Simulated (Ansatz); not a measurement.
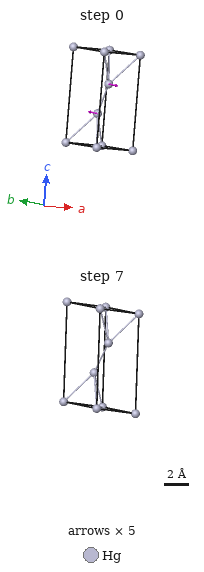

The structure of solid Hg (set up in P-1) before (top) and after (bottom) a relaxation, at one scale. The purple arrows give the displacements (the part carried along by the change of the cell is left out), magnified 5 times.

The picture is a ball-and-stick view of the cell of the calculation, seen from a free direction.

Method: DFT PBE, scalar-relativistic, plane waves, PAW in Ansatz. Set-up: plane-wave cutoff 420 eV; k-point mesh 14 × 14 × 6; occupations gaussian; smearing width 0.1 eV; no spin polarisation; cell and atoms relaxed; force threshold 0.005 eV/Å; at most 80 steps.

### Summarise the run.

The run was cut off at its time limit before the program reported convergence, but its last step already meets the force threshold: the largest component is 0.00066 eV/Å against 0.005 eV/Å. The pressure is within 0.01 GPa of its target. The largest moves relative to the cell, 0.17 Å, are those of Hg atoms. The volume changes by +12.5 %, with a 3.321 → 3.559 Å (+7.2 %), b 3.410 → 3.570 Å (+4.7 %), c 8.295 → 8.628 Å (+4.0 %), α 95.9° → 91.4°, β 96.6° → 100.7°, γ 115.6° → 119.1°. Near-neighbour distances that change, for instance: Hg–Hg 3.321 → 3.559 Å, Hg–Hg 3.277 → 3.474 Å, Hg–Hg 3.314 → 3.481 Å, Hg–Hg 3.410 → 3.570 Å. The space group stays P-1 (No. 2). The energy falls by 8.3 meV per atom in 7 geometry steps. The largest force component goes from 0.016 to 0.00066 eV/Å. The pressure goes from 0.84 to 0.00 GPa.
